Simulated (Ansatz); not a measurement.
**Pt: a changed input and its effect**

System: Pt (Fm-3m, 1 atom in the cell).
Method of the first run: DFT r2SCAN, scalar-relativistic, plane waves, PAW, no spin polarisation (Ansatz 0.2.0).

The structure derives from an entry of the Crystallography Open Database. Text and figures count atoms from 1; the logs count them from 0 in places.

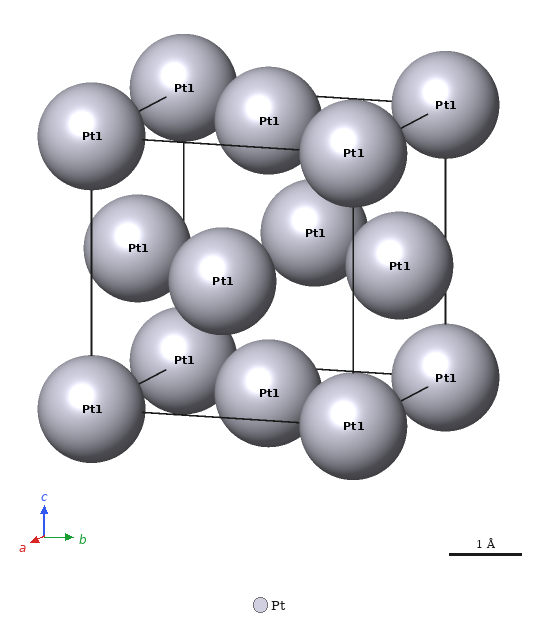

Fig. 1: The structure (spheres-only view of the cell 4 times as large as that of the calculation, set on its symmetry axes, seen slightly off an axis; atoms are numbered from 1 in the order of the input).

**Input, the first run**
```yaml
crystal:
  lattice:
    - [0.0, 1.9501933738, 1.9501933738]
    - [1.9501933738, 0.0, 1.9501933738]
    - [1.9501933738, 1.9501933738, 0.0]
  atoms:
    - { symbol: Pt, position: [0.0, 0.0, 0.0] }
basis:
  ecutwfc: 500
kpoints:
  mp_grid: { grid: [18, 18, 18] }
hamiltonian:
  xc: r2scan
scf:
  occupations: { method: gaussian, width: 0.1 }
output:
  forces: true
  stress: true
  eigenvalues: true
```

Launched with:
```bash
ansatz run input.yaml --threads 1 --pin off --max-ram 2560MiB --backend cpu --events-out ev --progress --plain --runs-dir out
```

Hardware: 1 thread of Intel Xeon @ 2.50GHz (Skylake/Cascade Lake), 128 GiB of memory available, shared host.

**Output, shortened to warnings, some set-up lines, iterations and results (the first run)**
```
Basis set: ecut = 500 eV, 339 PW (Γ), exchange–correlation on 96×96×96 points (64 copies of the dense FFT grid, shifted against one another)
Symmetry: 48 space group operations
k-points: 195 of 5832
Initial density: superposition of atomic densities (neutral atoms: chi_scale 0, normalization atom), corrected by the library's trained network
[...]
SCF iter   1: F=—  HF=-12536.770403 eV  |F-HF|=—  |Δ(HF+E_count)|=         —  Δρ=1.35e-2  dr2=2.05e-2  dr2_τ=1.23e-2  ethr=1.77e-3  ⟨swp⟩=5.0  Hψ=13853  notcnv=0
SCF iter   2: F=—  HF=-12536.775285 eV  |F-HF|=—  |Δ(HF+E_count)|=   4.88e-3  Δρ=6.50e-3  dr2=4.07e-3  dr2_τ=6.21e-4  ethr=1.14e-4  ⟨swp⟩=2.1  Hψ=4592  notcnv=0  defer=3
SCF iter   3: F=—  HF=-12536.775607 eV  |F-HF|=—  |Δ(HF+E_count)|=   3.22e-4  Δρ=1.11e-3  dr2=1.06e-4  dr2_τ=7.50e-6  ethr=2.26e-5  ⟨swp⟩=2.0  Hψ=3341  notcnv=0  defer=3
SCF iter   4: F=—  HF=-12536.775656 eV  |F-HF|=—  |Δ(HF+E_count)|=   4.96e-5  Δρ=1.95e-4  dr2=4.44e-6  dr2_τ=5.04e-7  ethr=5.88e-7  ⟨swp⟩=2.0  Hψ=3479  notcnv=0  defer=3
SCF iter   5: F=—  HF=-12536.775658 eV  |F-HF|=—  |Δ(HF+E_count)|=   2.02e-6  Δρ=3.60e-5  dr2=8.45e-8  dr2_τ=1.17e-8  ethr=2.47e-8  ⟨swp⟩=2.7  Hψ=4326  notcnv=0  defer=3
SCF iter   6: F=-12536.775659 eV  HF=-12536.775659 eV  |F-HF|=1.17e-8  |Δ(HF+E_count)|=   9.35e-8  Δρ=1.82e-5  dr2=2.42e-8  dr2_τ=2.07e-9  ethr=4.70e-10  ⟨swp⟩=2.9  Hψ=8964  …
SCF 1 converged in 6 iterations: F = -12536.775659 eV  dr2 = 2.42e-8
SCF converged after 6 iterations
Free energy (F): -12536.775659 eV
Harris-Foulkes:  -12536.775659 eV  (|F-HF|=1.17e-8)
Internal energy: -12536.765824 eV  (E = F + TS)
E sigma→0 (E₀):  -12536.770741 eV
Entropy (-TS):   -0.009834 eV (-9.834 meV/atom)
Fermi energy:    23.652807 eV
--- Per-component energies (eV) ---
  E_band       = -139.323998
  E_kinetic    = 639.091588
  E_local      = -1443.865570  (includes V_loc(G=0)·N_el)
  E_nonlocal   = 202.014142
  E_hartree    = 538.996268
  E_xc         = -250.686443
  E_vxc        = -338.360527  (∫ρ·V_xc dr)
  E_paw        = -9479.971042  (= ΣΔE_a)
  E_vpaw       = -297.798828  (= ΣTr[D̂ρ^β])
  E_aug_tail   = 0.000167  (compensation charges beyond the density's cutoff)
  E_vtau       = 21.597409  (kinetic-family band-sum trace: ∫τ·v_τ [+ j·A + Jᵃ·Aᵃ] dr)
  E_ewald      = -2742.113441
  E_core_change = -0.231494  (= ΣΔE_core)
  E_smearing   = -0.009834  (= −TS)
  E_closure    = -0.000000  (closes the sum)
  Σ components = -12536.775659   (vs F -12536.775659, Δ=0.00e0)
--- Forces (eV/Å), atoms counted from 1 ---
  atom   1  Pt    -0.00000000    -0.00000000    -0.00000000
  max |Σ_I F_I| component: 8.63e-32 eV/Å
--- Stress (GPa, compression-positive) ---
        8.980786       0.000000      -0.000000
        0.000000       8.980786      -0.000000
       -0.000000      -0.000000       8.980786
  P = ⅓ Tr σ = 8.9808 GPa (89.808 kbar)
```

For the second run the input was changed thus:
```diff
-    - [0.0, 1.9501933738, 1.9501933738]
-    - [1.9501933738, 0.0, 1.9501933738]
-    - [1.9501933738, 1.9501933738, 0.0]
+    - [0.0, 1.9609, 1.9609]
+    - [1.9609, 0.0, 1.9609]
+    - [1.9609, 1.9609, 0.0]
-  mp_grid: { grid: [18, 18, 18] }
+  mp_grid: { grid: [8, 8, 8] }
```

How does the second run compare with the first run?

With the same functional and potentials, the second run lies 7.1 meV per atom higher (other lines of the input change too). The pressure goes from 8.98 to 3.24 GPa. The volume per atom goes from 14.83 to 15.08 Å³. The number of SCF iterations is the same. The irreducible k-points go from 195 to 29. The plane waves at Γ go from 339 to 387.

**Output, shortened to warnings, some set-up lines, iterations and results (the second run)**
```
Basis set: ecut = 500 eV, 387 PW (Γ), exchange–correlation on 96×96×96 points (64 copies of the dense FFT grid, shifted against one another)
Symmetry: 48 space group operations
k-points: 29 of 512
Initial density: superposition of atomic densities (neutral atoms: chi_scale 0, normalization atom), corrected by the library's trained network
[...]
SCF iter   1: F=—  HF=-12536.760193 eV  |F-HF|=—  |Δ(HF+E_count)|=         —  Δρ=1.03e-2  dr2=1.05e-2  dr2_τ=1.14e-2  ethr=1.77e-3  ⟨swp⟩=4.9  Hψ=2047  notcnv=0
SCF iter   2: F=—  HF=-12536.767963 eV  |F-HF|=—  |Δ(HF+E_count)|=   7.77e-3  Δρ=5.17e-3  dr2=2.14e-3  dr2_τ=3.66e-4  ethr=5.83e-5  ⟨swp⟩=2.7  Hψ=795  notcnv=0  defer=1
SCF iter   3: F=—  HF=-12536.768475 eV  |F-HF|=—  |Δ(HF+E_count)|=   5.12e-4  Δρ=8.83e-4  dr2=6.30e-5  dr2_τ=5.07e-6  ethr=1.19e-5  ⟨swp⟩=2.0  Hψ=512  notcnv=0  defer=1
SCF iter   4: F=—  HF=-12536.768517 eV  |F-HF|=—  |Δ(HF+E_count)|=   4.26e-5  Δρ=1.32e-4  dr2=1.95e-6  dr2_τ=2.92e-7  ethr=3.50e-7  ⟨swp⟩=2.0  Hψ=530  notcnv=0  defer=1
SCF iter   5: F=-12536.768518 eV  HF=-12536.768517 eV  |F-HF|=6.48e-8  |Δ(HF+E_count)|=   7.02e-8  Δρ=2.76e-5  dr2=4.36e-8  dr2_τ=9.03e-9  ethr=1.09e-8  ⟨swp⟩=2.7  Hψ=621  …
SCF iter   6: F=-12536.768518 eV  HF=-12536.768518 eV  |F-HF|=7.43e-9  |Δ(HF+E_count)|=   7.03e-8  Δρ=1.30e-5  dr2=1.20e-8  dr2_τ=1.04e-9  ethr=2.42e-10  ⟨swp⟩=2.7  Hψ=1335  …
SCF 1 converged in 6 iterations: F = -12536.768518 eV  dr2 = 1.20e-8
SCF converged after 6 iterations
Free energy (F): -12536.768518 eV
Harris-Foulkes:  -12536.768518 eV  (|F-HF|=7.43e-9)
Internal energy: -12536.760124 eV  (E = F + TS)
E sigma→0 (E₀):  -12536.764321 eV
Entropy (-TS):   -0.008394 eV (-8.394 meV/atom)
Fermi energy:    23.053165 eV
--- Per-component energies (eV) ---
  E_band       = -147.914088
  E_kinetic    = 638.056817
  E_local      = -1464.245450  (includes V_loc(G=0)·N_el)
  E_nonlocal   = 201.778701
  E_hartree    = 545.215327
  E_xc         = -250.400518
  E_vxc        = -337.955948  (∫ρ·V_xc dr)
  E_paw        = -9479.792302  (= ΣΔE_a)
  E_vpaw       = -297.565994  (= ΣTr[D̂ρ^β])
  E_aug_tail   = 0.000140  (compensation charges beyond the density's cutoff)
  E_vtau       = 21.583656  (kinetic-family band-sum trace: ∫τ·v_τ [+ j·A + Jᵃ·Aᵃ] dr)
  E_ewald      = -2727.141345
  E_core_change = -0.231494  (= ΣΔE_core)
  E_smearing   = -0.008394  (= −TS)
  E_closure    = 0.000000  (closes the sum)
  Σ components = -12536.768518   (vs F -12536.768518, Δ=0.00e0)
--- Forces (eV/Å), atoms counted from 1 ---
  atom   1  Pt    -0.00000000    -0.00000000     0.00000000
  max |Σ_I F_I| component: 8.63e-32 eV/Å
--- Stress (GPa, compression-positive) ---
        3.243804       0.000000      -0.000000
        0.000000       3.243804      -0.000000
        0.000000       0.000000       3.243804
  P = ⅓ Tr σ = 3.2438 GPa (32.438 kbar)
```

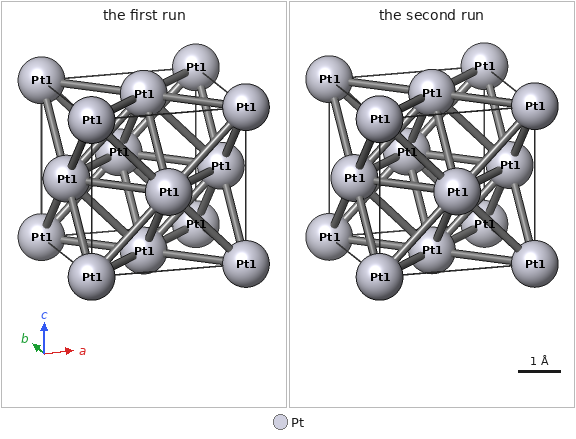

Fig. 2: The two input geometries at one scale (ball-and-stick view of the cell 4 times as large as that of the calculation, set on its symmetry axes, seen slightly off an axis). No atom moves by more than 0.005 Å relative to the cell. The drawn cell changes as follows: a = b = c 3.900 → 3.922 Å (+0.5 %); the volume changes by +1.7 %. Among the contacts that change: Pt1–Pt1 2.758 → 2.773 Å.

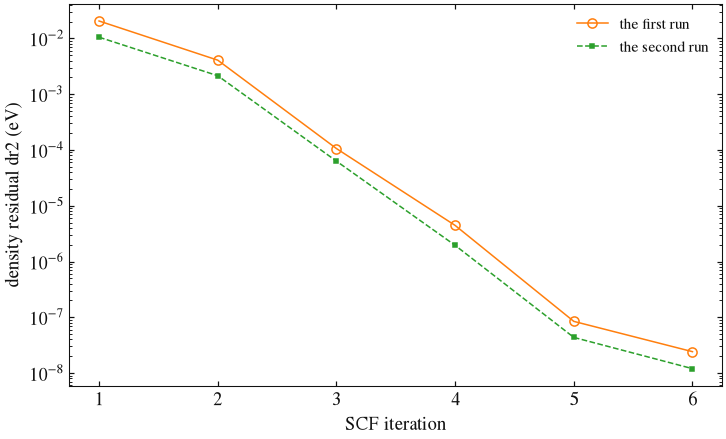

Fig. 3: Convergence of the two runs: density residual dr2 against the SCF iteration. The first run takes 6 iterations in all, and the second run takes 6.

**The two runs side by side**

| quantity | the first run | the second run |
| --- | --- | --- |
| outcome | converged | converged |
| free energy per atom (eV) | −12536.7757 | −12536.7685 |
| energy per atom, smearing taken to zero (eV) | −12536.7707 | −12536.7643 |
| gap on the mesh (eV) | 0.00 | 0.00 |
| pressure (GPa) | 8.98 | 3.24 |
| volume per atom (Å³) | 14.83 | 15.08 |
| largest force (eV/Å) | 0.000 | 0.000 |
| SCF iterations | 6 | 6 |
| irreducible k-points | 195 | 29 |
| plane waves at Γ | 339 | 387 |
| wall time (shared host) | 6.1 s | 1.7 s |

For both runs: Spin–orbit coupling is left out, which matters for Pt. For the first run: The cell is under a pressure of 9.0 GPa at this level, so it is not at its equilibrium volume.
